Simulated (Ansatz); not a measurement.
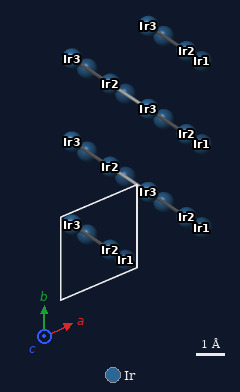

Starting structure of solid Ir (built on the iodine_64 type) (coarse preliminary run). Style: ball-and-stick. Shown: the cell of the calculation, repeated 2 × 3 × 1 with one cell outlined, along the c axis.

Case: iodine type (Cmce, No. 64).

Theory: DFT PBE, scalar-relativistic, plane waves, PAW (Ansatz 0.2.0).

The input:
```yaml
crystal:
  lattice:
    - [2.5637447771, -1.6944391738, 0.0]
    - [2.5637447771, 1.6944391738, 0.0]
    - [0.0, 0.0, 6.9120396747]
  atoms:
    - { symbol: Ir, position: [0.85, 0.15, 0.117] }
    - { symbol: Ir, position: [0.65, 0.35, 0.617] }
    - { symbol: Ir, position: [0.15, 0.85, 0.883] }
    - { symbol: Ir, position: [0.35, 0.65, 0.383] }
basis:
  ecutwfc: 420
kpoints:
  mp_grid: { grid: [6, 6, 4] }
hamiltonian:
  xc: pbe
scf:
  occupations: { method: gaussian, width: 0.1 }
  lower_state_search: "off"
output:
  forces: true
  stress: true
  eigenvalues: true
relax:
  adjacent_minimum: "off"
  f_tol: 0.04
  max_steps: 70
  cell: { stress_tol: 0.4 }
```

Question: What does the optimiser find from here?

Answer: The largest moves relative to the cell, 0.39 Å, are those of Ir1, Ir2, Ir3 and Ir4. Ir2 goes roughly along [1 −1 0]. The volume changes by −3.5 %, with a = b 3.073 → 2.747 Å (−10.6 %), c 6.912 → 7.682 Å (+11.1 %), γ 66.9° → 90.0°. Some distances before and after: Ir1–Ir3 1.910 → 2.731 Å, Ir1–Ir4 3.155 → 2.732 Å, Ir1–Ir3 (another image) 3.106 → 2.732 Å, Ir1–Ir1 3.073 → 2.747 Å. Bond angles that change, for instance: Ir3–Ir1–Ir4 105.2° → 89.4°, Ir3–Ir1–Ir4 167.0° → 180.0°, Ir3–Ir1–Ir4 169.5° → 180.0°. The space group (tolerance 0.01 Å) goes from Cmce (No. 64) to I4/mmm (No. 139). Over 8 accepted moves (10 points after the start) the energy falls by 3275 meV per atom. The largest force component goes from 17 to 0.0016 eV/Å. The pressure goes from 96.91 to 0.12 GPa. The SCF was repeated twice at an unchanged geometry on a basis and grid sized afresh for the cell, which shifted the energy by 7.8 meV per atom at most. The run took roughly 40 core-seconds on a shared host.

Step by step:

```json
{"step": "0", "E − E(0), meV/atom": "0.00", "largest force component, eV/Å": "17.2212", "pressure, GPa": "96.91", "volume, Å³/atom": "15.013", "note": ""}
{"step": "1", "E − E(0), meV/atom": "-1985.18", "largest force component, eV/Å": "1.6480", "pressure, GPa": "14.76", "volume, Å³/atom": "16.117", "note": ""}
{"step": "2", "E − E(0), meV/atom": "-2275.58", "largest force component, eV/Å": "1.3020", "pressure, GPa": "8.98", "volume, Å³/atom": "15.792", "note": ""}
{"step": "3", "E − E(0), meV/atom": "-2573.41", "largest force component, eV/Å": "1.1701", "pressure, GPa": "3.90", "volume, Å³/atom": "15.443", "note": ""}
{"step": "4", "E − E(0), meV/atom": "-2861.61", "largest force component, eV/Å": "1.0642", "pressure, GPa": "2.14", "volume, Å³/atom": "15.003", "note": ""}
{"step": "5", "E − E(0), meV/atom": "-3178.79", "largest force component, eV/Å": "0.5319", "pressure, GPa": "-3.40", "volume, Å³/atom": "14.731", "note": ""}
{"step": "6", "E − E(0), meV/atom": "-3266.02", "largest force component, eV/Å": "0.0095", "pressure, GPa": "-0.51", "volume, Å³/atom": "14.460", "note": ""}
{"step": "7", "E − E(0), meV/atom": "-3266.76", "largest force component, eV/Å": "0.0002", "pressure, GPa": "-0.05", "volume, Å³/atom": "14.445", "note": ""}
{"step": "8", "E − E(0), meV/atom": "-3274.55", "largest force component, eV/Å": "0.0002", "pressure, GPa": "1.19", "volume, Å³/atom": "14.445", "note": "same geometry, new basis"}
{"step": "9", "E − E(0), meV/atom": "-3275.06", "largest force component, eV/Å": "0.0016", "pressure, GPa": "0.12", "volume, Å³/atom": "14.489", "note": ""}
{"step": "10", "E − E(0), meV/atom": "-3275.08", "largest force component, eV/Å": "0.0016", "pressure, GPa": "0.12", "volume, Å³/atom": "14.489", "note": "same geometry, new basis"}
```

Final geometry:

```
CELL_PARAMETERS angstrom
1.94295 -1.94150 0.00000
1.94295 1.94150 0.00000
0.00000 0.00000 7.68171
ATOMIC_POSITIONS crystal
Ir 0.75000 0.25000 0.12499
Ir 0.75000 0.25000 0.62499
Ir 0.25000 0.75000 0.87501
Ir 0.25000 0.75000 0.37501
```

After the run, drawn alike:

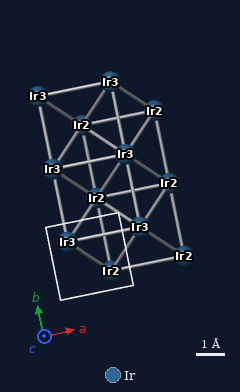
